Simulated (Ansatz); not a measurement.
CsSnI$_{3}$

```
CELL_PARAMETERS angstrom
6.20570 6.20570 0.00000
-6.20570 6.20570 0.00000
0.00000 0.00000 6.20570
ATOMIC_POSITIONS crystal
Cs 0.48861 0.50000 0.98389
Cs 0.98861 0.00000 0.98389
Sn 0.00000 0.50000 0.50000
Sn 0.50000 0.00000 0.50000
I 0.25000 0.25000 0.50000
I 0.75000 0.75000 0.50000
I 0.25000 0.75000 0.50000
I 0.75000 0.25000 0.50000
I 0.00000 0.50000 0.00000
I 0.50000 0.00000 0.00000
```

Space group Cm; changed on purpose from its base cell (atom 1 (Cs) moved by (-0.100, -0.100) A along [1 1 0] and z).

Level of theory: DFT PBEsol, scalar-relativistic, plane waves, PAW (Ansatz).

Core electrons are frozen (PAW), and the valence fields are smoothed inside the atomic spheres.

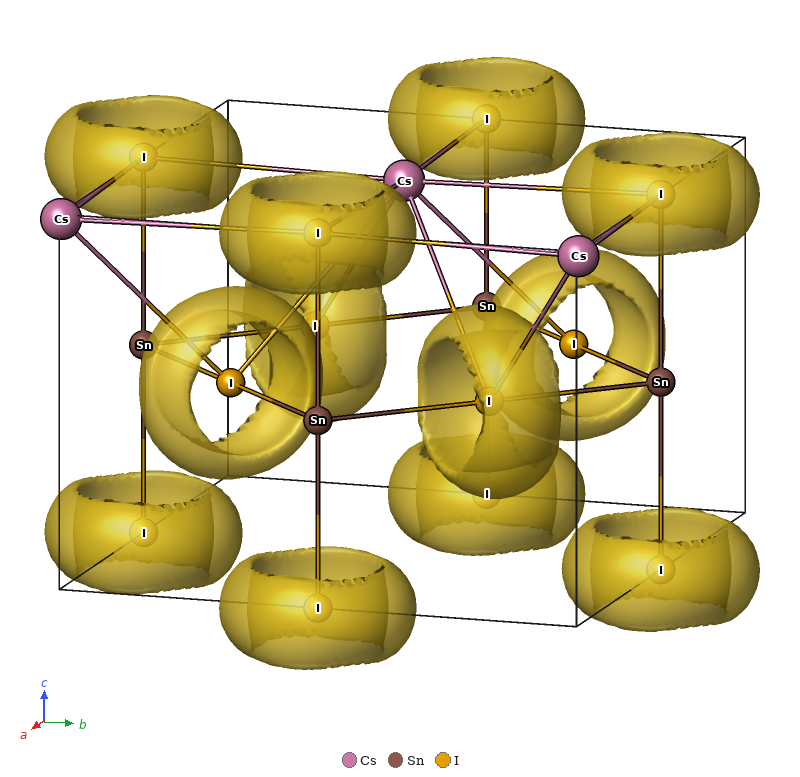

Figure 1. Isosurface of the electron localisation function at 0.75 (yellow), seen slightly off an axis. Only the valence region is drawn (cores and ρ < 0.01 e/Å³ removed). Sticks mark near contacts.

Identify the bonds, lone pairs and shells in this picture.

At this value the surface marks out six regions wrapped around I (the valence shell of each), counted in one cell of 10 atoms. Regions shared between cells count once. Along the contacts the grid gives the following. Sn–I (3.10 Å): the ELF peaks at about 0.65 in the valence shell of I, 1.2 Å from its nucleus, and drops to about 0.30 between the two atoms. Cs–I (4.27 Å): the ELF peaks at about 0.80 in the valence shell of I, 1.4 Å from its nucleus, and drops to about 0 between the two atoms; an ionic contact with no shared pair.

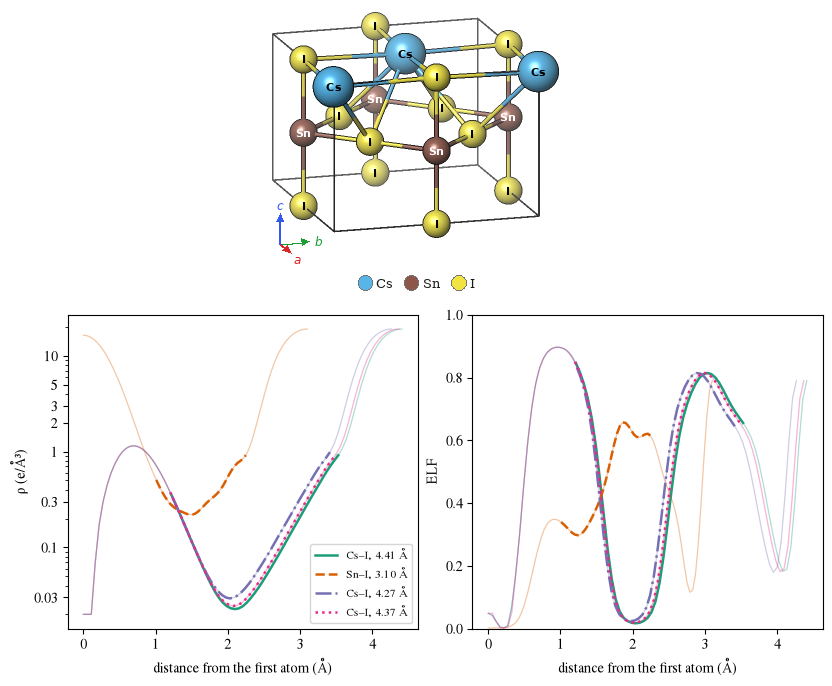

Figure 2. Valence charge density (pseudo) and ELF along straight lines between neighbouring atoms. Thin, pale parts lie inside the atomic spheres. The structure is drawn too.

What can be read from the curves?

Cs–I (4.41 Å): the density is about 0.02 e/Å³ at the midpoint; the ELF peaks at about 0.80 in the valence shell of I, 1.4 Å from its nucleus, and drops to about 0 between the two atoms; a closed-shell, largely ionic contact.
Sn–I (3.10 Å): ρ at the midpoint is about 0.23 e/Å³; the ELF peaks at about 0.65 in the valence shell of I, 1.2 Å from its nucleus, and drops to about 0.30 between the two atoms.
Cs–I (4.27 Å): the density is about 0.03 e/Å³ at the midpoint; the ELF peaks at about 0.80 in the valence shell of I, 1.4 Å from its nucleus, and drops to about 0 between the two atoms: a closed-shell, largely ionic contact.
Cs–I (4.37 Å): ρ is about 0.03 e/Å³ halfway; the ELF peaks at about 0.80 in the valence shell of I, 1.4 Å from its nucleus, and drops to about 0 between the two atoms; a largely ionic contact.

Metal or insulator at this level of theory?

It is gapped, with a Kohn–Sham gap of 0.27 eV on the k-point mesh (the band edges may lie off the mesh, which would make the gap smaller).
